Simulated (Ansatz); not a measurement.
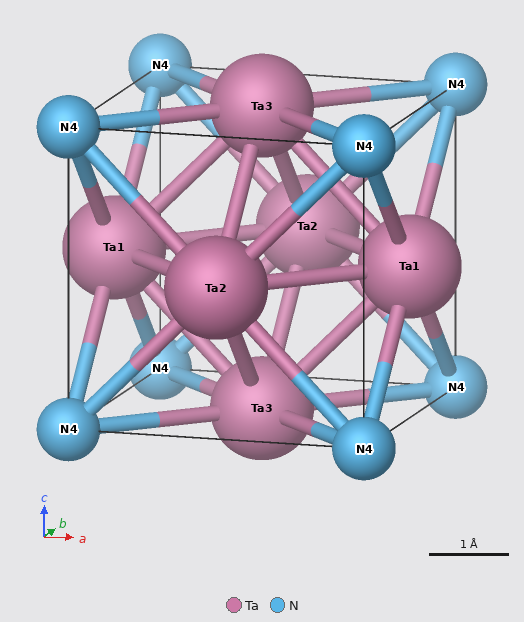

**Figure 1.** The input geometry (ball-and-stick view of the cell of the calculation, seen slightly off an axis; atoms are numbered from 1 in the order of the input).

**Ta₃N: geometry relaxation (part 1 of 2)**

- system: Ta₃N (4 atoms in the cell)
- method: DFT r2SCAN, scalar-relativistic, plane waves, PAW, no spin polarisation (Ansatz 0.2.0)

The structure was made by swapping elements on the sites of another compound; it need not be a known phase. It belongs to a series of runs on one base structure; here: Cu3Au (L1_2) type (Pm-3m, No. 221). Figures and captions count atoms from 1; the log counts them from 0 in places.

Output
```
Engine: ansatz 0.2.0, x86_64-unknown-linux-gnu
Pseudopotentials: kind: paw
Pseudopotential: Ta, paw, valence charge 13, recommended cutoff 500 eV (meta_gga), Ta.paw.azcp
Pseudopotential: N, paw, valence charge 5, recommended cutoff 500 eV (meta_gga), N.paw.azcp
Functional definition: r2SCAN
  parameter k0 = 0.174
  parameter k1 = 0.065
  parameter a1 = 4.9479
  exchange = r2scan_x(k0 = k0, k1 = k1, a1 = a1)
  correlation = r2scan_c
Crystal: 4 atoms, lattice volume = 61.006 Å³
Basis set: ecut = 500 eV, 1551 PW (Γ), exchange–correlation on 120×120×120 points (64 copies of the dense FFT grid, shifted against one another)
Bands: 27, of which v1, the nominal top of the filled ones, is band 22 counted from 1 (21 counted from 0)
Symmetry: 48 space group operations
Space group: Pm-3m (ITA 221), of the structure as read, at distance tolerance 3.9e-5 Å
k-points: 84 of 1728
Non-local potential: Ta, projectors of the file, l = 0: 3, l = 1: 2, l = 2: 2, l = 3: 1
Non-local potential: N, projectors of the file, l = 0: 2, l = 1: 2, l = 2: 1
PAW form: soft (Blöchl's): semilocal exchange-correlation on the pseudo side does not see the compensation charge
PAW frozen core: Ta, regenerated for the run's functional (the file was generated under x = pbe(κ = 0.804, μ = 0.2195149727645171), c = pbe(β = 0.06672455060314922))
PAW frozen core: N, regenerated for the run's functional (the file was generated under x = pbe(κ = 0.804, μ = 0.2195149727645171), c = pbe(β = 0.06672455060314922))
PAW one-centre angular grid: Ta, 590 points (default); XC on 160 Gauss nodes
PAW one-centre angular grid: N, 302 points (default); XC on 160 Gauss nodes
Initial density: superposition of atomic densities (neutral atoms: chi_scale 0, normalization atom), corrected by the library's trained network
Initial wavefunctions: pseudopotential atomic-orbital guess
Functional: x = r2scan, c = r2scan; τ floored in thin density (d = 2e-4 eV/Å³)
SCF iter   1: F=—  HF=-30213.529925 eV  |F-HF|=—  |Δ(HF+E_count)|=         —  Δρ=1.14e-2  dr2=3.62e-2  dr2_τ=7.21e-2  ethr=1.77e-3  ⟨swp⟩=5.2  Hψ=9696  notcnv=0
preconditioner: auto → Kerker (q_TF=auto, 2.584 Å⁻¹)  [metal: Δε(μ)=0.013 eV  Ē_g=6.200 eV  σ=0.100 eV  W_gap=0.07  n_scr=18 (ndim 8)  ℏωp=21.3 eV  f_vac=0.000  D(μ)=3.10/eV (n_scr^D=26)]
SCF iter   2: F=—  HF=-30213.632505 eV  |F-HF|=—  |Δ(HF+E_count)|=   1.03e-1  Δρ=6.75e-3  dr2=1.52e-2  dr2_τ=2.45e-3  ethr=8.22e-5  ⟨swp⟩=2.0  Hψ=4133  notcnv=0  defer=20
SCF iter   3: F=—  HF=-30213.635280 eV  |F-HF|=—  |Δ(HF+E_count)|=   2.77e-3  Δρ=4.09e-3  dr2=3.89e-3  dr2_τ=6.10e-4  ethr=3.45e-5  ⟨swp⟩=2.0  Hψ=2645  notcnv=0  defer=20
SCF iter   4: F=—  HF=-30213.637405 eV  |F-HF|=—  |Δ(HF+E_count)|=   2.13e-3  Δρ=9.61e-4  dr2=2.95e-4  dr2_τ=3.74e-5  ethr=8.85e-6  ⟨swp⟩=2.6  Hψ=3526  notcnv=0  defer=20
SCF iter   5: F=—  HF=-30213.637504 eV  |F-HF|=—  |Δ(HF+E_count)|=   9.86e-5  Δρ=1.53e-4  dr2=1.00e-5  dr2_τ=6.12e-7  ethr=6.71e-7  ⟨swp⟩=2.1  Hψ=3054  notcnv=0  defer=20
SCF iter   6: F=—  HF=-30213.637507 eV  |F-HF|=—  |Δ(HF+E_count)|=   3.37e-6  Δρ=3.07e-5  dr2=4.33e-7  dr2_τ=3.80e-8  ethr=2.28e-8  ⟨swp⟩=2.0  Hψ=3075  notcnv=0  defer=21
SCF iter   7: F=-30213.637507 eV  HF=-30213.637507 eV  |F-HF|=7.36e-9  |Δ(HF+E_count)|=   2.38e-7  Δρ=4.61e-6  dr2=1.06e-8  dr2_τ=6.59e-10  ethr=2.27e-10  ⟨swp⟩=11.7  Hψ=16700  notcnv=0
SCF 1 converged in 7 iterations: F = -30213.637507 eV  dr2 = 1.06e-8
  greatest PAW one-centre occupation: 0.998 electrons in one spin orbital (limit 2), on the Ta atom at site 0 (counted from 0), in its partial waves of l = 0
relax step   1: F+E_penalty+E_count = -30213.63750715 eV  Δ(F+E_penalty+E_count) = +0.000e0 eV  max|allowed force component| = 1.673e-29 eV/Å  Δτ_max = 0.0000 Å  P = -1.031 GPa  Ω = 61.006 Å³  (7 SCF iters, dr2 threshold 1.00e-7 eV, accepted)
Crystal: 4 atoms, lattice volume = 60.030 Å³
Basis set: ecut = 500 eV, 1503 PW (Γ), exchange–correlation on 120×120×120 points (64 copies of the dense FFT grid, shifted against one another)
Initial density: handed on by an earlier stage of this run
Initial wavefunctions: those handed on with the density
iter 1 solved again at ethr=3.36e-5 eV; its pass at ethr=3.10e-3 eV (dr2=1.48e-2 eV) is discarded
SCF iter   1: F=—  HF=-30213.623299 eV  |F-HF|=—  |Δ(HF+E_count)|=         —  Δρ=3.40e-3  dr2=1.46e-2  dr2_τ=1.09e-2  ethr=3.36e-5  ⟨swp⟩=1.5  Hψ=11661  notcnv=0
preconditioner: auto → Kerker (q_TF=auto, 2.591 Å⁻¹)  [metal: Δε(μ)=0.010 eV  Ē_g=6.297 eV  σ=0.100 eV  W_gap=0.06  n_scr=18 (ndim 8)  ℏωp=21.4 eV  f_vac=0.000  D(μ)=3.12/eV (n_scr^D=26)]
SCF iter   2: F=—  HF=-30213.635658 eV  |F-HF|=—  |Δ(HF+E_count)|=   1.24e-2  Δρ=1.71e-3  dr2=1.64e-3  dr2_τ=7.42e-4  ethr=3.32e-5  ⟨swp⟩=2.0  Hψ=2937  notcnv=0
SCF iter   3: F=—  HF=-30213.635519 eV  |F-HF|=—  |Δ(HF+E_count)|=   1.39e-4  Δρ=7.96e-4  dr2=6.65e-4  dr2_τ=1.30e-5  ethr=3.73e-6  ⟨swp⟩=2.0  Hψ=2881  notcnv=0
SCF iter   4: F=—  HF=-30213.635440 eV  |F-HF|=—  |Δ(HF+E_count)|=   7.88e-5  Δρ=1.96e-4  dr2=6.47e-5  dr2_τ=3.23e-6  ethr=1.51e-6  ⟨swp⟩=2.0  Hψ=3107  notcnv=0
SCF iter   5: F=—  HF=-30213.635435 eV  |F-HF|=—  |Δ(HF+E_count)|=   5.16e-6  Δρ=4.81e-5  dr2=1.34e-6  dr2_τ=7.88e-8  ethr=1.47e-7  ⟨swp⟩=2.0  Hψ=2949  notcnv=0
SCF iter   6: F=-30213.635435 eV  HF=-30213.635435 eV  |F-HF|=1.37e-8  |Δ(HF+E_count)|=   6.58e-7  Δρ=8.81e-6  dr2=4.32e-8  dr2_τ=9.38e-9  ethr=9.09e-10  ⟨swp⟩=11.5  Hψ=17382  notcnv=0
SCF 2 converged in 6 iterations: F = -30213.635435 eV  dr2 = 4.32e-8
relax step   2: F+E_penalty+E_count = -30213.63543547 eV  Δ(F+E_penalty+E_count) = +2.072e-3 eV  max|allowed force component| = 6.787e-30 eV/Å  Δτ_max = 0.0000 Å  P = +1.869 GPa  Ω = 60.030 Å³  energy of the carried Pulay correction = +3.800e-4 eV  (6 SCF iters, dr2 threshold 4.00e-7 eV, rejected (line search))
Crystal: 4 atoms, lattice volume = 60.655 Å³
iter 1 solved again at ethr=1.43e-5 eV; its pass at ethr=3.10e-3 eV (dr2=6.30e-3 eV) is discarded
SCF iter   1: F=—  HF=-30213.633620 eV  |F-HF|=—  |Δ(HF+E_count)|=         —  Δρ=2.24e-3  dr2=6.35e-3  dr2_τ=4.53e-3  ethr=1.43e-5  ⟨swp⟩=2.8  Hψ=12041  notcnv=0
preconditioner: auto → Kerker (q_TF=auto, 2.586 Å⁻¹)  [metal: Δε(μ)=0.010 eV  Ē_g=6.255 eV  σ=0.100 eV  W_gap=0.06  n_scr=18 (ndim 8)  ℏωp=21.3 eV  f_vac=0.000  D(μ)=3.14/eV (n_scr^D=26)]
SCF iter   2: F=—  HF=-30213.638892 eV  |F-HF|=—  |Δ(HF+E_count)|=   5.27e-3  Δρ=1.15e-3  dr2=7.41e-4  dr2_τ=3.33e-4  ethr=1.43e-5  ⟨swp⟩=2.0  Hψ=2945  notcnv=0
SCF iter   3: F=—  HF=-30213.638826 eV  |F-HF|=—  |Δ(HF+E_count)|=   6.62e-5  Δρ=5.21e-4  dr2=2.85e-4  dr2_τ=5.43e-6  ethr=1.68e-6  ⟨swp⟩=2.0  Hψ=2904  notcnv=0
SCF iter   4: F=—  HF=-30213.638790 eV  |F-HF|=—  |Δ(HF+E_count)|=   3.53e-5  Δρ=1.36e-4  dr2=2.83e-5  dr2_τ=1.50e-6  ethr=6.48e-7  ⟨swp⟩=2.0  Hψ=3110  notcnv=0
SCF iter   5: F=—  HF=-30213.638788 eV  |F-HF|=—  |Δ(HF+E_count)|=   2.73e-6  Δρ=2.91e-5  dr2=4.20e-7  dr2_τ=3.03e-8  ethr=6.44e-8  ⟨swp⟩=2.0  Hψ=2948  notcnv=0
SCF iter   6: F=—  HF=-30213.638789 eV  |F-HF|=—  |Δ(HF+E_count)|=   1.13e-6  Δρ=5.04e-6  dr2=1.37e-8  dr2_τ=3.16e-9  ethr=9.55e-10  ⟨swp⟩=2.1  Hψ=3218  notcnv=0
SCF iter   7: F=—  HF=-30213.638789 eV  |F-HF|=—  |Δ(HF+E_count)|=   1.17e-8  Δρ=1.29e-6  dr2=1.07e-9  dr2_τ=1.01e-10  ethr=3.12e-11  ⟨swp⟩=2.4  Hψ=3862  notcnv=0
SCF iter   8: F=-30213.638789 eV  HF=-30213.638789 eV  |F-HF|=3.27e-11  |Δ(HF+E_count)|=  4.73e-10  Δρ=1.85e-7  dr2=1.93e-11  dr2_τ=7.30e-13  ethr=1.00e-12  ⟨swp⟩=5.3  Hψ=12064  notcnv=0
SCF 3 converged in 8 iterations: F = -30213.638789 eV  dr2 = 1.93e-11
relax step   3: F+E_penalty+E_count = -30213.63878884 eV  Δ(F+E_penalty+E_count) = -1.282e-3 eV  max|allowed force component| = 3.484e-29 eV/Å  Δτ_max = 0.0000 Å  P = -0.013 GPa  Ω = 60.655 Å³  energy of the carried Pulay correction = +1.358e-4 eV  (8 SCF iters, accepted)
Initial wavefunctions: pseudopotential atomic-orbital guess (no wavefunctions were taken with the density)
iter 1 solved again at ethr=4.42e-9 eV; its pass at ethr=3.10e-3 eV (dr2=1.94e-6 eV) is discarded
SCF iter   1: F=—  HF=-30213.638652 eV  |F-HF|=—  |Δ(HF+E_count)|=         —  Δρ=1.39e-5  dr2=1.26e-8  dr2_τ=1.23e-7  ethr=4.42e-9  ⟨swp⟩=4.0  Hψ=17253  notcnv=0
preconditioner: auto → Kerker (q_TF=auto, 2.586 Å⁻¹)  [metal: Δε(μ)=0.019 eV  Ē_g=6.250 eV  σ=0.100 eV  W_gap=0.11  n_scr=18 (ndim 8)  ℏωp=21.3 eV  f_vac=0.000  D(μ)=3.13/eV (n_scr^D=26)]
SCF iter   2: F=—  HF=-30213.638652 eV  |F-HF|=—  |Δ(HF+E_count)|=   7.74e-9  Δρ=7.39e-6  dr2=3.61e-9  dr2_τ=4.18e-9  ethr=2.85e-11  ⟨swp⟩=2.1  Hψ=3261  notcnv=0
SCF iter   3: F=—  HF=-30213.638652 eV  |F-HF|=—  |Δ(HF+E_count)|=   5.95e-9  Δρ=5.16e-7  dr2=1.36e-10  dr2_τ=4.59e-11  ethr=8.21e-12  ⟨swp⟩=3.0  Hψ=4188  notcnv=0
SCF iter   4: F=-30213.638652 eV  HF=-30213.638652 eV  |F-HF|=2.91e-11  |Δ(HF+E_count)|=  1.82e-11  Δρ=1.45e-7  dr2=6.38e-12  dr2_τ=3.12e-12  ethr=1.00e-12  ⟨swp⟩=7.1  Hψ=10276  notcnv=0
SCF 4 converged in 4 iterations: F = -30213.638652 eV  dr2 = 6.38e-12
relax step   4: F+E_penalty+E_count = -30213.63865189 eV  Δ(F+E_penalty+E_count) = +1.369e-4 eV  max|allowed force component| = 2.741e-29 eV/Å  Δτ_max = 0.0000 Å  P = -0.013 GPa  Ω = 60.655 Å³  stress off target by 1.34e-2 GPa  SCF on the basis re-selected at this cell (its energy is not comparable with the rows above)  (4 SCF iters)
```

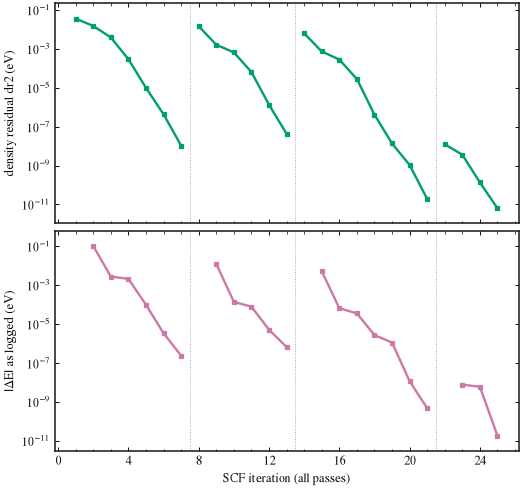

**Figure 2.** Convergence of the self-consistent field: density residual dr2 and size of the energy change against the SCF iteration. The dotted lines part the SCF passes of the relaxation: geometry steps, rejected trials and re-solves on a re-selected basis. The passes take 7, 6, 8 and 4 iterations.

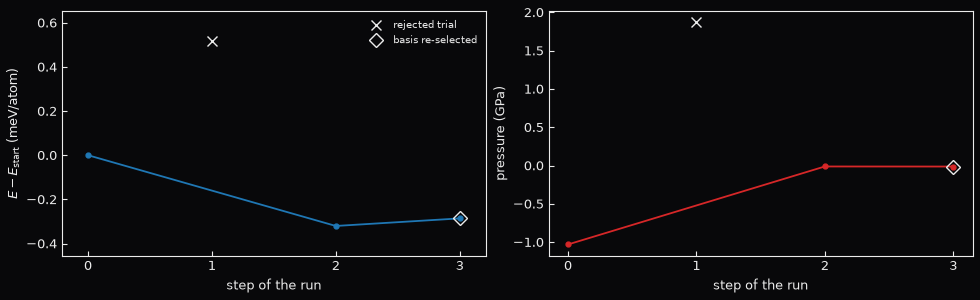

**Figure 3.** Progress of the relaxation, step by step (the first geometry is step 0 here and step 1 in the log). No atom moves by more than 0.005 Å relative to the cell. The energy falls by 0.3 meV per atom in 2 geometry steps. All forces vanish by symmetry, so only the cell relaxes. Pressure: −1.03 GPa at the start and −0.01 GPa at the end. The line search rejected the trial step at point 1 (counted from 0) and went back. A last SCF at the same geometry on a re-selected plane-wave basis shifts the energy by +0.0 meV per atom.

```
basis re-selected at this cell: Δ(F+E_penalty+E_count) = +1.369e-4 eV, ΔP = -0.001 GPa vs the last step (what re-selecting the basis moved, of the pressure what is left beyond the Pulay correction that the steps carried, after the strain that the cell walked since its last selection, with what the two solves' SCF thresholds leave and, on support functions, any second-order correction that the steps lacked; it is no measure of the basis error at this ecutwfc). This SCF's stress stands 1.34e-2 GPa from its target on what of the cell is left free (relax.cell.stress_tol is 5.00e-2 GPa) and its largest allowed force component is 2.74e-29 eV/Å (relax.f_tol is 1.00e-2 eV/Å): within both
SCF converged after 4 iterations
Free energy (F): -30213.638652 eV
Harris-Foulkes:  -30213.638652 eV  (|F-HF|=2.91e-11)
Internal energy: -30213.622999 eV  (E = F + TS)
E sigma→0 (E₀):  -30213.630826 eV
Entropy (-TS):   -0.015653 eV (-3.913 meV/atom)
Fermi energy:    18.119623 eV
```
